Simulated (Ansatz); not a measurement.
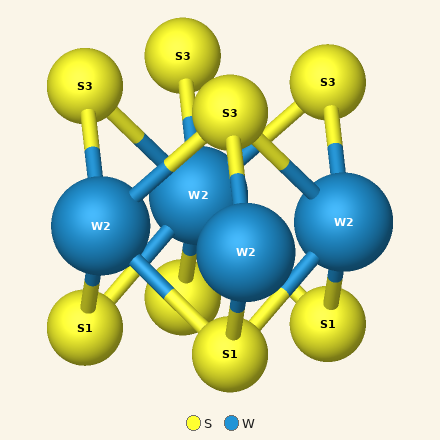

The system is a two-dimensional sheet of WS₂ (3 atoms in the cell); the picture shows the reference structure. The lattice constant and the thickness of a sheet are varied, nothing relaxed. The first coordinate is: lattice constant a of the sheet (both vectors scaled alike); the second: thickness: height of S3 above S1, all heights scaled alike. Grid: 7 × 7 points. Points are written as (first, second). Energies: meV/atom, counted from the lowest grid point. The calculation used Ansatz 0.2.0, DFT PBE+D3(BJ), scalar-relativistic, plane waves, PAW. Settings: cutoff 420 eV, k-mesh 12×12×1, gaussian smearing 0.02 eV, no spin polarisation.

Its coordinates:

```
CELL_PARAMETERS angstrom
3.16000 0.00000 0.00000
-1.58000 2.73664 0.00000
0.00000 0.00000 32.29109
ATOMIC_POSITIONS crystal
S 0.33333 0.66667 0.45119
W 0.66667 0.33333 0.50000
S 0.33333 0.66667 0.54881
```

Range: lattice constant a of the sheet (both vectors scaled alike) from 2.970 to 3.349 Å; thickness: height of S3 above S1, all heights scaled alike from 2.906 to 3.398 Å.

**What landscape does the calculation give?**

The lowest grid point is at (3.160 Å, 3.152 Å). It is the only kind of minimum in the scanned range. The highest grid point, (2.970 Å, 2.906 Å), lies 452 meV/atom above the lowest. Round the minimum the valley is somewhat tilted: raising the first coordinate shifts the best value of the second coordinate downwards (coupling k₁₂/√(k₁₁k₂₂) about 0.5).

```csv
"second ↓, first →",2.970,3.033,3.096,3.160,3.223,3.286,3.349
3.398,151,94,75,90,134,201,289
3.316,135,65,36,42,77,138,221
3.234,142,58,16,11,37,90,166
3.152,174,73,18,0,16,60,128
3.070,234,116,43,12,15,49,108
2.988,326,186,96,48,37,59,108
2.906,452,289,178,112,85,93,130
```

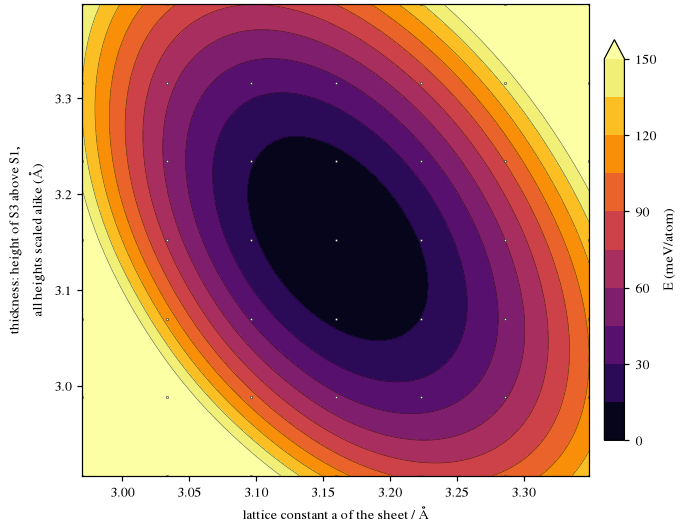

The picture shows filled contours, dots at the grid points, one colour for all values above the top of the scale. Between grid points the surface is interpolated.

Time for the 49 points that were run: 8.8 min on 1 thread of Arm Neoverse V2 (shared host).

PAW datasets: the set soft_1.
